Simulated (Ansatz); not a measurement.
# BAs (F-43m): spin-orbit coupling beyond the local functionals

Aim: the spin-orbit change of the gap of BAs (F-43m).

Method: density functionals with and without spin-orbit coupling, plane waves, PAW, in Ansatz 0.2.0.

**The experiments to reproduce.**

- Gap 1.82 eV: indirect optical gap from absorption edge; UV-visible absorption; 300 K; bulk crystal (single crystal grown by chemical vapor transport) (“Basic Physical Properties of Cubic Boron Arsenide”, 2019, arxiv:1911.11281).

- Gap 4.12 eV: direct gap from square of absorption coefficient, average of two samples; spectroscopic ellipsometry; 300 K; bulk crystal (CVT-grown opaque bulk crystals) (“Optical properties of cubic boron arsenide”, 2019, arxiv:1911.04914).

- Gap 2.02 eV: indirect gap from square root of absorption coefficient, average of three samples; transmission and reflection spectroscopy; 300 K; bulk crystal (CVT-grown platelets about 10 um thick) (“Optical properties of cubic boron arsenide”, 2019, arxiv:1911.04914).

### Step 1. The starting structure

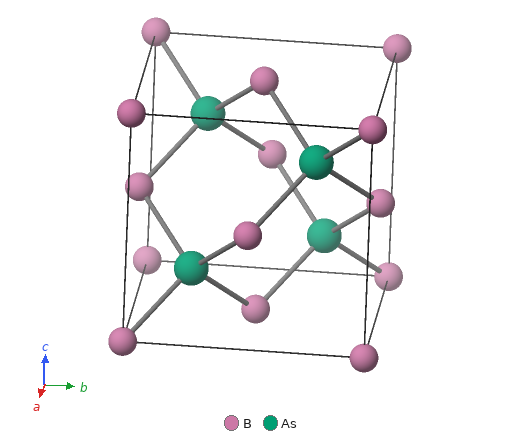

The starting structure, seen slightly off an axis (boron pink, arsenic teal). This picture shows the conventional cell, with its axes. Bonds to atoms that aren't drawn are left out. Some periodic images of atoms are drawn too.

The cell and positions come from the Crystallography Open Database and are kept as given unless a step says otherwise. The default PAW set here is soft_2. Its files were made with PBE.

### Step 2. HSE06, 4×4×4 mesh

This step: DFT, HSE06, plane waves, PAW.

input.yaml reads:

```yaml
crystal:
  lattice:
    - [0.0, 2.3885, 2.3885]
    - [2.3885, 0.0, 2.3885]
    - [2.3885, 2.3885, 0.0]
  atoms:
    - { symbol: B, position: [0.0, 0.0, 0.0] }
    - { symbol: As, position: [0.25, 0.25, 0.25] }
kpoints:
  mp_grid: { grid: [4, 4, 4] }
  band_path:
    path:
      - [0.0, 0.0, 0.0]
      - [-0.5, -0.5, 0.0]
      - [-0.375, -0.375, 0.25]
      - [-0.375, 0.0, 0.375]
      - [0.0, 0.0, 0.5]
      - [-0.5, -0.25, 0.25]
      - [-0.4, -0.4, 0.0]
    npoints: 1
hamiltonian:
  xc: hse06
scf:
  occupations: { method: fixed }
  n_extra_bands: 4
output:
  eigenvalues: true
```

Started as:

```sh
ansatz run input.yaml --threads 3 --pin off --max-ram 92160MiB --backend cuda --events-out ev --progress --plain --runs-dir out --devices 1 --max-vram 13GiB  # rebuilt from the run's record
```

Numbers of over 12 decimals in the logs are rounded to 6 here.

The log of the run:

```text
scf.n_extra_bands = 4 over 9 filled bands (N_el = 18.0): the run solves 13 bands
GPUs: using 1 of 1 available (devices: 1).
Engine: ansatz 0.2.0, x86_64-unknown-linux-gnu
Pseudopotentials: kind: paw
Pseudopotential: B, paw, valence charge 3, recommended cutoff 420 eV (normal), B.paw.azcp
Pseudopotential: As, paw, valence charge 15, recommended cutoff 420 eV (normal), As.paw.azcp
Functional definition: HSE06
  parameter a = 0.25
  parameter omega = 0.11/bohr
  exchange = pbe_x - a*pbe_x_sr(omega) + a*exact_x_sr(omega)
  correlation = pbe_c
davidson cushion auto → on  (no smearing: the cushion is to keep the highest requested band from converging to the state above it; pin scf.eigensolver.cushion to override)
device memory: the entry about to start is reckoned to put 0.7 GiB on a device that reports 49.0 GiB free (of which the cap on the GPU budget leaves the run 13.0 GiB)
GPU FFT provider: cuFFT
GPU libraries: cuBLAS 13.8.2, cuFFT 12.4.0, cuSOLVER 12.3.4
Crystal: 2 atoms, lattice volume = 27.252 Å³
Basis set: ecut = 420 eV, 531 PW (Γ)
Bands: 13, of which v1, the nominal top of the filled ones, is band 9 counted from 1 (8 counted from 0)
Symmetry: 24 space group operations
Space group: F-43m (ITA 216), of the structure as read, at distance tolerance 3.0e-5 Å
k-points: 8 of 64 (time reversal used)
Non-local potential: B, projectors of the file, l = 0: 2, l = 1: 2, l = 2: 1
Non-local potential: As, projectors of the file, l = 0: 2, l = 1: 2, l = 2: 3, l = 3: 1
PAW form: soft (Blöchl's): semilocal exchange-correlation on the pseudo side does not see the compensation charge
PAW frozen core: B, regenerated for the run's functional, and the local potential with it (the file was generated under x = pbe(κ = 0.804, μ = 0.219515), c = pbe(β = 0.066725))
PAW frozen core: As, regenerated for the run's functional, and the local potential with it (the file was generated under x = pbe(κ = 0.804, μ = 0.219515), c = pbe(β = 0.066725))
PAW one-centre angular grid: B, 110 points (default); XC on 64 Gauss nodes
PAW one-centre angular grid: As, 590 points (default); XC on 64 Gauss nodes
Initial density: superposition of atomic densities (neutral atoms: chi_scale 0, normalization atom), corrected by the library's trained network
Initial wavefunctions: pseudopotential atomic-orbital guess
GPU buffer pool allocated for 13824 grid points (all kernels)
GPU transforms: local potential and band sums: pruned to the plane-wave sphere, on 24×24×24
Functional: x = pbe(κ = 0.804, μ = 0.219515), c = pbe(β = 0.066725), warm-up for x = pbe(κ = 0.804, μ = 0.219515) + 0.25 (exact − pbe) at short range (hse, ω = 0.207870 Å⁻¹), c = pbe(β = 0.066725); HSE06 as pw.x's `hse` composes it (authors' and Libxc's form: `xc: wpbeh`)
[...]
GPU libraries: cuBLAS 13.8.2, cuFFT 12.4.0, cuSOLVER 12.3.4
GPU buffer pool allocated for 13824 grid points (all kernels)
GPU transforms: local potential and band sums: pruned to the plane-wave sphere, on 24×24×24
Exchange kernel: α = 0.2500, screened, ω = 0.2079 Å⁻¹, Wigner–Seitz truncation, v(0) = 990.8534 eV·Å³, q-mesh 4×4×4, nearest image of the exchange supercell L = 13.51 Å, pair-density grid 15×15×15, without the augmentation charges, whose exchange is taken in its separable form by FFT convolution over the k-point mesh (sized by the pseudopotential files, 20×20×20 at the most), smooth part of the exact exchange by density-matrix convolution in up to 641.1 MiB of GPU memory as planned if the GPU has room (build and FFT work areas not counted)
Frozen-core exchange: fock
SCF iter   1: F=—  HF=-5013.322833 eV  |F-HF|=—  |Δ(HF+E_count)|=         —  Δρ=9.85e-5  dr2=1.63e-6  ethr=1.46e-6  ⟨swp⟩=2.2  Hψ=242  notcnv=0
preconditioner: auto → none  [insulator: Δε(μ)=2.104 eV  Ē_g=13.991 eV  n_scr=8 (ndim 8)  ℏωp=20.1 eV  f_vac=0.003]
iter 2 solved again at ethr=1.43e-10 eV; its pass at ethr=7.84e-9 eV (dr2=2.58e-8 eV) is discarded
SCF iter   2: F=-5013.322833 eV  HF=-5013.322833 eV  |F-HF|=1.00e-8  |Δ(HF+E_count)|=   1.61e-7  Δρ=1.35e-5  dr2=9.82e-8  ethr=1.43e-10  ⟨swp⟩=2.0  Hψ=621  notcnv=0
SCF 3 converged in 2 iterations: F = -5013.322833 eV  dr2 = 9.82e-8
hybrid outer 2: dexx = +6.990e-7 eV, tail = 2.80e-7 eV, Δε = 2.06e-3 eV (about 2.68e-4 eV left of the loop's levels)
device memory: the entry about to start is reckoned to put 0.3 GiB on a device that reports 49.9 GiB free (of which the cap on the GPU budget leaves the run 13.0 GiB)
NSCF: frozen V_eff on 7 k-points
hybrid SCF converged: 2 outer / 7 inner (+3 warm-up), last move |dexx| = 6.99e-7 eV, tail = 2.80e-7 eV
Stability not checked: this state was not tested for a lower state beside it, because the functional holds exact exchange (a hybrid, or Hartree-Fock), whose exchange loop this test does not read (fock_operator; see scf.lower_state_search)
Free energy (F): -5013.322834 eV
Frozen-core exchange: fock
Harris-Foulkes:  -5013.322834 eV  (|F-HF|=1.00e-8)
Internal energy: -5013.322834 eV  (E = F + TS)
E sigma→0 (E₀):  -5013.322834 eV
Fermi energy:    10.745207 eV
--- Per-component energies (eV) ---
  E_band       = -256.420728
  E_kinetic    = 151.687540
  E_local      = -1694.337109  (includes V_loc(G=0)·N_el)
  E_nonlocal   = -658.886546
  E_hartree    = 941.514819
  E_xc         = -90.356921
  E_vxc        = -94.755242  (∫ρ·V_xc dr)
  E_exx        = -66.732367  (= α·E_x^exact, valence–valence)
  E_paw        = -1869.664460  (= ΣΔE_a)
  E_vpaw       = 290.309939  (= ΣTr[D̂ρ^β])
  E_aug_tail   = 0.000007  (compensation charges beyond the density's cutoff)
  E_ewald      = -1725.774997
  E_core_change = -0.772800  (= ΣΔE_core)
  E_smearing   = -0.000000  (= −TS)
  E_closure    = 0.000000  (closes the sum)
  Σ components = -5013.322834   (vs F -5013.322834, Δ=-9.09e-13)
--- Band table (eV; the first three rows and the last of 8) ---
  k-point 0: bands = [... 5 lower, -6.1803, 10.7452, 10.7452, 10.7452, 14.8894, 14.8894, 14.8894, 16.6709]
  k-point 1: bands = [... 5 lower, -5.0731, 5.3758, 9.5109, 9.5109, 14.7456, 16.3664, 16.3664, 19.9449]
  k-point 2: bands = [... 5 lower, -2.9807, 1.0642, 8.7564, 8.7564, 14.3548, 16.4745, 16.4745, 20.7734]
  k-point 7: bands = [... 5 lower, -1.2927, 1.7820, 4.7891, 5.1093, 16.9434, 17.9311, 18.4615, 18.9457]
```

Wall time 14 s (1 × NVIDIA H100 80GB HBM3 (shared by 6 runs) with 3 threads of AMD EPYC 7R13 (Zen 3), shared host); peak memory 1 GiB.

Reading the cycles: dr2 is the Hartree energy of the density residual (eV), the measure of convergence; HF is the Harris–Foulkes estimate of the energy, which meets the free energy F at convergence.

Numbers from this step:

```yaml
gap: 1.867 eV
valence_top_at: Γ
conduction_bottom_at: k = (-0.400, -0.400, 0.000)
least_direct_gap: 4.144 eV
exact_exchange_fraction: 0.25
```

The gap is indirect, with the least direct gap 2.28 eV higher.

### Step 3. HSE06+SOC, 4×4×4 mesh

The many-body steps leave out spin-orbit coupling, so its effect is taken from a two-component run, with twice the bands.

This step: DFT, HSE06 with spin-orbit coupling, plane waves, PAW.

Changes to input.yaml since step 2:

```diff
@@ -24,4 +24,11 @@
   occupations: { method: fixed }
-  n_extra_bands: 4
+  n_extra_bands: 8
+magnetization:
+  noncollinear: true
+  spin_orbit: true
 output:
   eigenvalues: true
+  write_density: true
+  write_potential: true
+  elf: true
+  volumetric_format: npy
```

The log of the run:

```text
[...]
GPUs: using 1 of 1 available (devices: 1).
[...]
non-collinear run that drives no moment, with spin-orbit: no starting moment large enough to seed its density (crystal.atoms[].spin), no starting occupations that ask for one, no magnetisation constraint and no magnetic field, so the semilocal B_xc is pinned to zero
[...]
GPU FFT provider: cuFFT
GPU libraries: cuBLAS 13.8.2, cuFFT 12.4.0, cuSOLVER 12.3.4
Crystal: 2 atoms, lattice volume = 27.252 Å³
Basis set: ecut = 420 eV, 531 PW (Γ)
Bands: 26, of which v1, the nominal top of the filled ones, is band 18 counted from 1 (17 counted from 0)
Symmetry: 24 space group operations + 24 with time reversal
[...]
k-points: 8 of 64 (time reversal used)
Projection manifold: j_resolved (fully-relativistic pseudo-atomic orbitals)
[...]
GPU buffer pool allocated for 13824 grid points (all kernels)
[...]
SCF iter   1: F=—  HF=-5012.705487 eV  |F-HF|=—  |Δ(HF+E_count)|=         —  Δρ=8.00e-2  dr2=2.22e0  dr2_m=0.00e0 (ungated)  ethr=1.00e-1  |M|=0.00e0 ∫|m|=0.00e0 μB  |m|>n=0.0e0 m-floor=0.0e0 τ_xc=0.0e0  β_m=0.30  ⟨swp⟩=4.1  Hψ=793  notcnv=0
[...]
SCF iter   5: F=-5012.047751 eV  HF=-5012.047732 eV  |F-HF|=1.86e-5  |Δ(HF+E_count)|=   1.19e-4  Δρ=6.72e-4  dr2=5.08e-5  dr2_m=0.00e0 (ungated)  ethr=3.83e-6  |M|=0.00e0 ∫|m|=0.00e0 μB  |m|>n=0.0e0 m-floor=0.0e0 τ_xc=0.0e0  ⟨swp⟩=2.9  Hψ=496  notcnv=0
SCF 1 stopped early in 5 iterations: F = -5012.047751 eV  dr2 = 5.08e-5
[...]
GPU FFT provider: cuFFT
GPU libraries: cuBLAS 13.8.2, cuFFT 12.4.0, cuSOLVER 12.3.4
Projection manifold: j_resolved (fully-relativistic pseudo-atomic orbitals)
[...]
GPU buffer pool allocated for 13824 grid points (all kernels)
[...]
Frozen-core exchange: fock
SCF iter   1: F=—  HF=-5012.584975 eV  |F-HF|=—  |Δ(HF+E_count)|=         —  Δρ=6.92e-3  dr2=6.95e-3  dr2_m=0.00e0 (ungated)  ethr=2.82e-6  |M|=0.00e0 ∫|m|=0.00e0 μB  |m|>n=0.0e0 m-floor=0.0e0 τ_xc=0.0e0  β_m=0.30  ⟨swp⟩=5.8  Hψ=953  notcnv=0
[...]
SCF iter   6: F=-5012.580476 eV  HF=-5012.580478 eV  |F-HF|=1.68e-6  |Δ(HF+E_count)|=   4.85e-5  Δρ=6.99e-5  dr2=9.17e-7  dr2_m=0.00e0 (ungated)  ethr=1.34e-8  |M|=0.00e0 ∫|m|=0.00e0 μB  |m|>n=0.0e0 m-floor=0.0e0 τ_xc=0.0e0  ⟨swp⟩=4.0  Hψ=702  notcnv=0
SCF 2 stopped early in 6 iterations: F = -5012.580476 eV  dr2 = 9.17e-7
hybrid outer 1: dexx = +4.264e-3 eV, tail = 5.23e-5 eV
GPU FFT provider: cuFFT
GPU libraries: cuBLAS 13.8.2, cuFFT 12.4.0, cuSOLVER 12.3.4
Projection manifold: j_resolved (fully-relativistic pseudo-atomic orbitals)
GPU buffer pool allocated for 13824 grid points (all kernels)
[...]
Frozen-core exchange: fock
SCF iter   1: F=—  HF=-5012.580685 eV  |F-HF|=—  |Δ(HF+E_count)|=         —  Δρ=5.56e-5  dr2=3.45e-7  dr2_m=0.00e0 (ungated)  ethr=1.45e-6  |M|=0.00e0 ∫|m|=0.00e0 μB  |m|>n=0.0e0 m-floor=0.0e0 τ_xc=0.0e0  β_m=0.30  ⟨swp⟩=2.2  Hψ=467  notcnv=0
[...]
SCF iter   2: F=-5012.580684 eV  HF=-5012.580684 eV  |F-HF|=6.84e-9  |Δ(HF+E_count)|=   2.69e-7  Δρ=8.77e-6  dr2=2.66e-8  dr2_m=0.00e0 (ungated)  ethr=2.88e-11  |M|=0.00e0 ∫|m|=0.00e0 μB  |m|>n=0.0e0 m-floor=0.0e0 τ_xc=0.0e0  ⟨swp⟩=2.0  Hψ=1270  notcnv=0
SCF 3 converged in 2 iterations: F = -5012.580684 eV  dr2 = 2.66e-8
[...]
NSCF: frozen V_eff on 7 k-points
[...]
Magnetization: |M| = 0.0000 μB,  M = (+0.0000, +0.0000, +0.0000) μB
Absolute magnetization: 0.0000 μB (∫|m|)
  site 0: m = (+0.0000, +0.0000, +0.0000) μB, |m| = 0.0000 μB  (R = 0.85 Å)
  site 1: m = (+0.0000, +0.0000, +0.0000) μB, |m| = 0.0000 μB  (R = 0.85 Å)
Free energy (F): -5012.580685 eV
Frozen-core exchange: fock
[...]
Internal energy: -5012.580685 eV  (E = F + TS)
E sigma→0 (E₀):  -5012.580685 eV
Fermi energy:    10.817662 eV
[...]
--- Band table (eV; the first three rows and the last of 8) ---
  k-point 0: bands = [... 14 lower, 10.8177, 10.8177, 10.8177, 10.8177, 14.7476, 14.7476, 14.9628, 14.9628, ... 4 higher]
  k-point 1: bands = [... 14 lower, 9.4324, 9.4324, 9.5851, 9.5864, 14.7448, 14.7448, 16.3032, 16.3032, ... 4 higher]
  k-point 2: bands = [... 14 lower, 8.6756, 8.6756, 8.8330, 8.8330, 14.3551, 14.3551, 16.4325, 16.4325, ... 4 higher]
  k-point 7: bands = [... 14 lower, 4.7015, 4.8556, 5.1084, 5.1265, 16.9381, 16.9487, 17.9305, 17.9319, ... 4 higher]
```

Elapsed: 21 s, on 1 × NVIDIA H100 80GB HBM3 (shared by 6 runs) with 3 threads; peak memory 1.2 GiB; 23 s of CPU time.

Numbers from this step:

- gap: 1.794 eV
- valence top at: Γ
- conduction bottom at: k = (-0.400, -0.400, 0.000)
- least direct gap: 3.930 eV
- exact-exchange fraction: 0.25

The gap stands −0.07 eV against HSE06.

### Step 4. Together

Times are wall times on 1 × NVIDIA H100 80GB HBM3 (shared by 6 runs) with 3 threads of AMD EPYC 7R13 (Zen 3), shared host, good to a factor of about two.

| level | gap (eV) | with coupling (eV) | change (eV) | time | with coupling |
| --- | --- | --- | --- | --- | --- |
| HSE06 | 1.87 | 1.79 | −0.07 | 14 s | 21 s |

### Step 5. Outcome

| Property | Result |
| --- | --- |
| HSE06 | 1.87 eV |
| HSE06+SOC | 1.79 eV |

In words: Spin-orbit coupling changes the gap by −0.07 eV and the least direct gap by −0.21 eV. Against experiment, by HSE06+SOC: the gap of 1.79 eV lies −0.03 eV from the measured 1.82 eV (indirect, 300 K, 2019); the direct gap of 3.93 eV lies −0.19 eV from the measured 4.12 eV (direct, 300 K, 2019); the gap of 1.79 eV lies −0.23 eV from the measured 2.02 eV (indirect, 300 K, 2019). An exciton line or allowed optical edge lies below the quasiparticle gap by the binding energy; a forbidden edge can push the onset above it. The lattice is static and excitons are left out.

[Paths, hosts, dates, memory and timing lines, banners, echoed tables and standing remarks are left out of the program output.]

[Logs are printed without paths, hosts, clocks, repeated set-up lines and the standing remarks that a program may print on its own settings, such as how far it seeks lower states.]

[Runs of the session that timed out or met a known fault of the program may be left out.]

[Cells called generated may have been cut or substituted from an entry of the Crystallography Open Database or the Materials Project.]

[Hosts, paths, dates, database ids (printed as entryN), source tags and the programs' standing remarks are cut or masked in the printed files.]
